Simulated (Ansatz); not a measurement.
Run report: SiC₁₂, geometry relaxation (part 2 of 2)

The same run, continued: SiC₁₂ (slab, 13 atoms in the cell); DFT PBE, scalar-relativistic, plane waves, PAW, PAW set soft_1, no spin polarisation (Ansatz 0.2.0); cutoff 420 eV, 6×3×1 k-mesh, Gaussian smearing of 0.1 eV. The structure derives from a Materials Project entry. The input holds or restrains some coordinates. Forces given for the steps count only the free coordinates.

**Output, continued**
```
--- Forces (eV/Å), atoms counted from 1 ---
  atom   1  C     -0.12449888     0.47900801     2.15823221
  atom   2  C      0.10751736     0.54198220     2.05679955
  atom   3  C      0.04090357    -0.90724394    -3.64330113
  atom   4  C     -0.03662222    -0.83584655    -3.52280959
  atom   5  C     -0.01059521     0.38152643     1.43028009
  atom   6  C     -0.01007750     0.34691428     1.39763350
  atom   7  C     -0.24166480     0.22883798     0.57408584
  atom   8  C      0.22437582    -0.06258428     0.27962289
  atom   9  C     -1.29257500    -0.22152978    -1.40736631
  atom  10  C      1.24826335    -0.76023595    -3.90436392
  atom  11  C      0.27295727     0.41223584     2.40368651
  atom  12  C     -1.22388243     0.25739950     2.19751823
  atom  13  Si     1.04590399     0.13956592    -0.01995139
  max |Σ_I F_I| component: 6.65e-5 eV/Å
--- Band table (eV; the first three rows and the last of 10) ---
  k-point 0: bands = ["-22.1451", "-20.6370", "-18.3779", "-17.9932", "-17.9096", "-16.4246", "-16.2518", "-14.6204", "-14.3768", "-14.0171", "-11.2574", "-10.6457", "-10.4043", "-10.1742", "-9.4151", "-8.8028", "-8.4244", "-8.2919", "-6.7871", "-6.6177", "-6.1958", "-5.6289", "-5.5212", "-4.1559", "-3.8646", "-3.6955", "-3.2191", "-2.6178", "-2.3294", "-1.3097", "-0.9490", "-0.6786", "0.2702", "0.5488", "0.8250", "1.3319", "2.1229", "2.3709", "2.5491"]
  k-point 1: bands = ["-22.1452", "-20.6370", "-18.3779", "-17.9932", "-17.9096", "-16.4247", "-16.2518", "-14.6204", "-14.3768", "-14.0171", "-11.2574", "-10.6457", "-10.4043", "-10.1744", "-9.4151", "-8.8029", "-8.4244", "-8.2919", "-6.7872", "-6.6178", "-6.1955", "-5.6289", "-5.5211", "-4.1559", "-3.8646", "-3.6966", "-3.2186", "-2.6182", "-2.3424", "-1.3116", "-0.9483", "-0.6789", "0.4065", "0.7364", "1.0131", "1.4894", "1.6533", "1.8843", "2.3286"]
  k-point 2: bands = ["-22.0244", "-20.5240", "-19.1760", "-18.2645", "-17.7596", "-16.2875", "-15.6138", "-15.0081", "-14.0581", "-13.0798", "-11.6117", "-10.8279", "-10.0355", "-9.9588", "-9.8832", "-8.8624", "-8.6714", "-8.3476", "-7.2727", "-6.7394", "-6.4639", "-6.1339", "-5.4842", "-4.1512", "-3.8072", "-3.5868", "-3.2740", "-2.7500", "-2.2971", "-1.1659", "-0.8651", "0.3513", "0.5831", "0.6069", "0.9994", "1.4888", "2.2321", "2.5351", "2.6205"]
  k-point 9: bands = ["-21.1293", "-20.9962", "-19.7485", "-19.4055", "-17.4743", "-17.1674", "-13.9059", "-13.4942", "-12.7011", "-12.2943", "-11.8183", "-11.6285", "-10.5920", "-10.0602", "-9.9951", "-9.4265", "-8.9824", "-8.8088", "-8.4616", "-7.5311", "-7.2234", "-5.7859", "-5.4274", "-5.1384", "-4.2479", "-3.6100", "-3.5913", "-2.5034", "-1.1490", "-0.5506", "-0.3795", "1.6243", "1.7056", "1.8777", "2.0930", "2.3279", "2.5518", "2.6438", "2.9314"]
--- Relaxed structure (2 steps of the walk, 2 accepted, 0 SCFs on fresh bases) ---
  F+E_penalty+E_count = -3635.18828571 eV   max|allowed force component| = 1.995e-2 eV/Å
  atoms:
    - { symbol: C, position: [0.019700504499999997, 0.0788020181, 0.19713450869999996] }
    - { symbol: C, position: [0.5197005045, 0.0788020181, 0.19713450869999996] }
    - { symbol: C, position: [0.2746256306, 0.0985025226, 0.23117041709999997] }
    - { symbol: C, position: [0.7746256306000001, 0.0985025226, 0.23117041709999997] }
    - { symbol: C, position: [0.2844758829, 0.1379035317, 0.2992422339] }
    - { symbol: C, position: [0.7844758829000001, 0.1379035317, 0.2992422339] }
    - { symbol: C, position: [0.0392966974, 0.1571967136, 0.33240235169999993] }
    - { symbol: C, position: [0.5392966973999999, 0.1571967136, 0.33240235169999993] }
    - { symbol: C, position: [0.049676942599999996, 0.19872122679999998, 0.4035397394] }
    - { symbol: C, position: [0.5496769425999999, 0.19872122679999998, 0.4035397394] }
    - { symbol: C, position: [0.3040736089, 0.21631072969999998, 0.4332382874999999] }
    - { symbol: C, position: [0.8040736089, 0.21631072969999998, 0.4332382874999999] }
    - { symbol: Si, position: [0.4290736089, 0.21631072969999998, 0.5173291437] }
```

**Trajectory as extended XYZ (Å, eV, eV/Å), 2 frames, from step=1 to step=2**
```
13
Lattice="4.9327 0.0000 0.0000 -1.2332 8.7859 0.0000 0.0000 0.0000 20.2907" Properties=species:S:1:pos:R:3:forces:R:3 step=1 energy=-3635.18829
C     0.0000    0.6923    4.0000   -0.1245   0.4792   2.1578
C     2.4663    0.6923    4.0000    0.1075   0.5422   2.0565
C     1.2332    0.8654    4.6906    0.0405  -0.9072  -3.6429
C     3.6995    0.8654    4.6906   -0.0362  -0.8357  -3.5222
C     1.2332    1.2116    6.0718   -0.0106   0.3815   1.4302
C     3.6995    1.2116    6.0718   -0.0100   0.3468   1.3973
C     0.0000    1.3811    6.7447   -0.2416   0.2287   0.5734
C     2.4663    1.3811    6.7447    0.2242  -0.0626   0.2795
C     0.0000    1.7459    8.1881   -1.2925  -0.2215  -1.4069
C     2.4663    1.7459    8.1881    1.2482  -0.7601  -3.9038
C     1.2332    1.9005    8.7907    0.2735   0.4123   2.4037
C     3.6995    1.9005    8.7907   -1.2244   0.2574   2.1978
Si    1.8497    1.9005   10.4970    1.0459   0.1395  -0.0199
13
Lattice="4.9327 0.0000 0.0000 -1.2332 8.7859 0.0000 0.0000 0.0000 20.2907" Properties=species:S:1:pos:R:3:forces:R:3 step=2 energy=-3635.18829
C     0.0000    0.6923    4.0000   -0.1245   0.4790   2.1582
C     2.4663    0.6923    4.0000    0.1075   0.5420   2.0568
C     1.2332    0.8654    4.6906    0.0409  -0.9072  -3.6433
C     3.6995    0.8654    4.6906   -0.0366  -0.8358  -3.5228
C     1.2332    1.2116    6.0718   -0.0106   0.3815   1.4303
C     3.6995    1.2116    6.0718   -0.0101   0.3469   1.3976
C     0.0000    1.3811    6.7447   -0.2417   0.2288   0.5741
C     2.4663    1.3811    6.7447    0.2244  -0.0626   0.2796
C     0.0000    1.7459    8.1881   -1.2926  -0.2215  -1.4074
C     2.4663    1.7459    8.1881    1.2483  -0.7602  -3.9044
C     1.2332    1.9005    8.7907    0.2730   0.4122   2.4037
C     3.6995    1.9005    8.7907   -1.2239   0.2574   2.1975
Si    1.8497    1.9005   10.4970    1.0459   0.1396  -0.0200
```

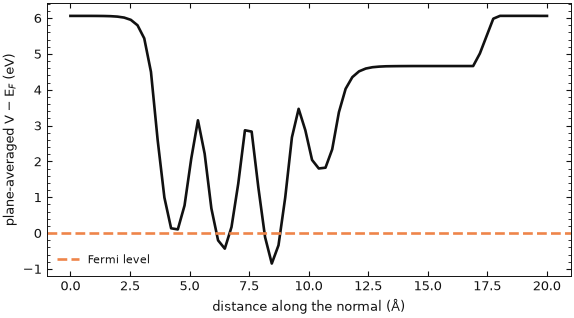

*Plane average of the electrostatic potential energy of an electron across the cell, from the Fermi level.*

The vacuum level lies 4.66 eV above the Fermi level on the upper side and 6.06 eV on the lower.

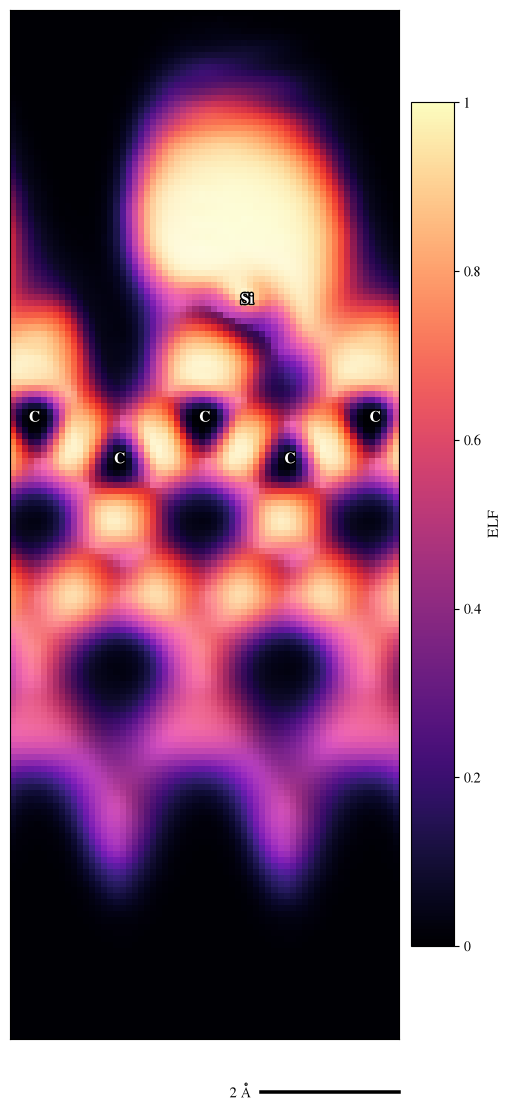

*ELF on the (010) plane of the calculation cell, a cut from vacuum to vacuum.*

Atoms in the plane: C and Si. Core electrons are frozen (PAW), so the fields are smoothed inside the atomic spheres.

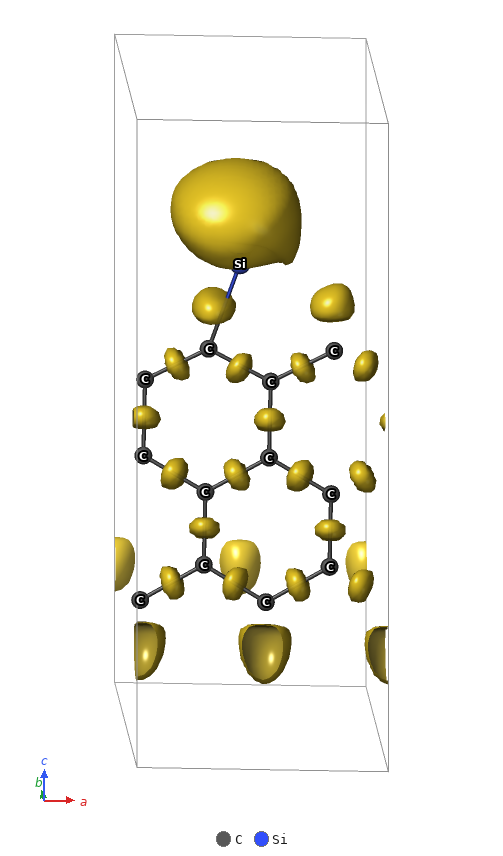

*Isosurface of the electron localisation function at 0.85 (yellow), seen at an oblique angle. Only the valence region is drawn (cores and ρ < 0.01 e/Å³ removed). Sticks mark near contacts.*

Si–C (1.81 Å): the ELF peaks at about 0.90 between the atoms, which marks a covalent bond.

This output came from the following input.

**The input**
```yaml
crystal:
  lattice:
    - [4.9326910638, 0.0, 0.0]
    - [-1.2331727659, 8.7858796652, 0.0]
    - [0.0, 0.0, 20.2907143276]
  atoms:
    - { symbol: C, position: [0.0197005045, 0.0788020181, 0.1971345087] }
    - { symbol: C, position: [0.5197005045, 0.0788020181, 0.1971345087] }
    - { symbol: C, position: [0.2746256306, 0.0985025226, 0.2311704171] }
    - { symbol: C, position: [0.7746256306, 0.0985025226, 0.2311704171] }
    - { symbol: C, position: [0.2844758829, 0.1379035317, 0.2992422339] }
    - { symbol: C, position: [0.7844758829, 0.1379035317, 0.2992422339] }
    - { symbol: C, position: [0.0392966974, 0.1571967136, 0.3324023517] }
    - { symbol: C, position: [0.5392966974, 0.1571967136, 0.3324023517] }
    - { symbol: C, position: [0.0496769426, 0.1987212268, 0.4035397394] }
    - { symbol: C, position: [0.5496769426, 0.1987212268, 0.4035397394] }
    - { symbol: C, position: [0.3040736089, 0.2163107297, 0.4332382875] }
    - { symbol: C, position: [0.8040736089, 0.2163107297, 0.4332382875] }
    - { symbol: Si, position: [0.4290736089, 0.2163107297, 0.5173291437] }
basis:
  ecutwfc: 420
kpoints:
  mp_grid: { grid: [6, 3, 1] }
hamiltonian:
  xc: pbe
  pseudopotentials: { kind: paw, azcp: { folder: soft_1 } }
scf:
  occupations: { method: gaussian, width: 0.1 }
output:
  forces: true
  eigenvalues: true
  write_density: true
  write_potential: true
  elf: true
  volumetric_format: npy
relax:
  adjacent_minimum: "off"
  f_tol: 0.025
  max_steps: 16
  constraints:
    - { sites: [0, 1, 2, 3, 4, 5, 6, 7, 8, 9, 10, 11] }
    - { sites: [12], fix: xy }
efield:
  axis: 3
  dipole_correction: true
  ramp_width: 0.04
```

Launch command:
```bash
ansatz run input.yaml --threads 4 --pin off --max-ram 12288MiB --backend cpu --events-out ev --progress --plain --runs-dir out
```

**Summary**

| quantity | value |
| --- | --- |
| outcome | converged under the restraints of the input |
| electrons treated | 52 |
| free energy | −3635.1883 eV |
| work function, top face | 4.66 eV |
| work function, bottom face | 6.06 eV |
| Fermi energy | −3.551 eV |
| gap on the k-point mesh | none (metallic) |
| final volume | 879.36 Å³ |
| work function (upper face) | 4.66 eV |
| largest force (length of the vector) at the end, held atoms and coordinates included | 4.169 eV/Å |
| hardware | 4 threads of Arm Neoverse V2, 24 GiB of memory available, shared host |
| wall time | 25 s (CPU time 96 s) |
| peak memory | 1.2 GiB |

**Notes**

Notes on the run: the exchange-correlation potential is rough where the density is thin.
